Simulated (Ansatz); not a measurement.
# CHF3 (trifluoromethane): CAM-B3LYP/def2-SVPD

Aim: the electronic atomisation energy of CHF3 (trifluoromethane) at CAM-B3LYP/def2-SVPD, from 4 runs. 

Program for the calculation: Ansatz 0.2.0.

51 further runs of the same task are left out: 51 set aside as unsound or not needed.

## 1. The structure to begin with

CHF3: 5 atoms, total charge 0, spin state singlet. SMILES: `FC(F)F`. The shape is that of a PBE0-D4/def2-TZVP optimisation.

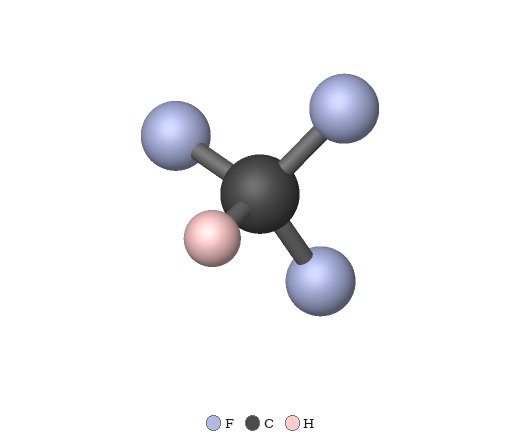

The structure, seen from a chosen angle (fluorine light blue, carbon dark grey, hydrogen pink).

## 2. The energy at CAM-B3LYP/def2-SVPD

input.yaml

```yaml
crystal:
  periodic: [false, false, false]
  atoms:
    - {symbol: F, position_ang: [-0.668650, -0.329700, 1.079190]}
    - {symbol: C, position_ang: [0.019500, 0.056360, 0.006820]}
    - {symbol: F, position_ang: [1.047350, -0.773770, -0.157470]}
    - {symbol: F, position_ang: [-0.772570, -0.035090, -1.059420]}
    - {symbol: H, position_ang: [0.374370, 1.082210, 0.130870]}
basis:
  gaussian: {orbitals: def2-SVPD}
hamiltonian: {xc: {name: CAM-B3LYP}}
accuracy: high
output: {orbitals: {seedname: orbitals}}
```

Command:

```bash
ansatz run input.yaml --threads 1 --pin off --max-ram 3480MiB --events-out events.jsonl --progress --plain --runs-dir runs
```

Log:

```text
Warning: RAYON_NUM_THREADS=1 ignored (pool sized by the plan → 1); use --threads N
Functional definition: CAM-B3LYP
  name "CAM-B3LYP"
  parameter alpha = 0.19
  parameter beta = 0.46
  parameter omega = 0.33/bohr
  parameter ac = 0.81
  exchange = (1 - alpha - beta)*b88_x + beta*b88_x_sr(omega) + alpha*exact_x + beta*exact_x_lr(omega)
  correlation = (1 - ac)*vwn5_c + ac*lyp_c
1953 factors; integrals over basis functions are off by at most 3.5e-9 eV
413 factors; integrals over basis functions are off by at most 1.8e-9 eV
mean field evaluation 1: about -9192.8590 eV, gradient 4.0e1 eV
mean field evaluation 2: about -9191.9839 eV, gradient 4.9e1 eV
mean field evaluation 4: about -9195.2272 eV, gradient 2.5e-1 eV
mean field evaluation 8: about -9195.3356 eV, gradient 3.4e-3 eV
mean field evaluation 16: about -9195.3356 eV, gradient 1.2e-6 eV
mean field -9195.33557714 eV, -337.9223496376 hartree, gradient 3.1e-8 eV, S^2 0.000000; 0 other end points of the search recorded, 0 dependent functions left out
reference -9195.33559345 eV, -337.9223502369 hartree; 17, 17 occupied and 80, 80 virtual orbitals, 1953 factors
Total energy: -9195.33559345 eV, -337.9223502369 hartree
```

Wall time 5.7 s (1 thread of Arm Neoverse V2, shared host); peak memory 0.32 GiB.

## 3. The C atom, same level

job.yaml

```yaml
crystal:
  periodic: [false, false, false]
  atoms:
    - {symbol: C, position_ang: [0.000000, 0.000000, 0.000000]}
basis:
  gaussian:
    orbitals: def2-SVPD
accuracy: high
magnetization:
  spin_polarized: true
  initial_magnetization: 2
hamiltonian:
  xc: {name: CAM-B3LYP}
```

Run the same way, it converges to -37.79249 Eh (log not shown).

## 4. The F atom

job.yaml

```yaml
crystal:
  periodic: [false, false, false]
  atoms:
    - {symbol: F, position_ang: [0.000000, 0.000000, 0.000000]}
basis:
  gaussian:
    orbitals: def2-SVPD
accuracy: high
magnetization:
  spin_polarized: true
  initial_magnetization: 1
hamiltonian:
  xc: {name: CAM-B3LYP}
```

Run the same way, it converges to -99.62981 Eh (log not shown).

## 5. The H atom

input.yaml

```yaml
crystal:
  periodic: [false, false, false]
  atoms:
    - {symbol: H, position_ang: [0.000000, 0.000000, 0.000000]}
basis:
  gaussian: {orbitals: def2-SVPD}
magnetization: {spin_polarized: true, initial_magnetization: 1}
hamiltonian: {xc: {name: CAM-B3LYP}}
accuracy: high
```

Command:

```bash
ansatz run input.yaml --threads 1 --pin off --max-ram 3480MiB --events-out events.jsonl --progress --plain --runs-dir runs
```

Log (excerpt; [...] marks lines left out):

```text
Warning: RAYON_NUM_THREADS=1 ignored (pool sized by the plan → 1); use --threads N
[... 8 set-up lines as earlier in the session ...]
33 factors; integrals over basis functions are off by at most 2.1e-9 eV
32 factors; integrals over basis functions are off by at most 5.1e-10 eV
mean field evaluation 1: about -13.5418 eV, gradient 7.2e-1 eV
mean field evaluation 2: about -13.5482 eV, gradient 1.2e-1 eV
mean field evaluation 4: about -13.5484 eV, gradient 1.3e-4 eV
mean field evaluation 8: about -13.5484 eV, gradient 4.7e-8 eV
mean field -13.54840926 eV, -0.4978948570 hartree, gradient 4.7e-8 eV, S^2 0.750000; 0 other end points of the search recorded, 0 dependent functions left out
reference -13.54841854 eV, -0.4978951979 hartree; 1, 0 occupied and 7, 8 virtual orbitals, 33 factors
Total energy: -13.54841854 eV, -0.4978951979 hartree
```

Run time: 0.14 s. Hardware: 1 thread of Arm Neoverse V2, shared host.

## 6. What came out

Level: CAM-B3LYP/def2-SVPD.

```
                     quantity          value
       molecule: total energy  -337.92235 Eh
        molecule: HOMO energy      -13.12 eV
        molecule: LUMO energy        1.31 eV
      molecule: HOMO–LUMO gap       14.43 eV
         C atom: total energy   -37.79249 Eh
                 C atom: ⟨S²⟩          2.004
         F atom: total energy   -99.62981 Eh
                 F atom: ⟨S²⟩          0.752
         H atom: total energy    -0.49790 Eh
                 H atom: ⟨S²⟩          0.750
electronic atomisation energy      20.206 eV
```

Taking the molecule apart into free atoms costs 20.21 eV (466 kcal/mol), before zero-point energy and without spin-orbit coupling.
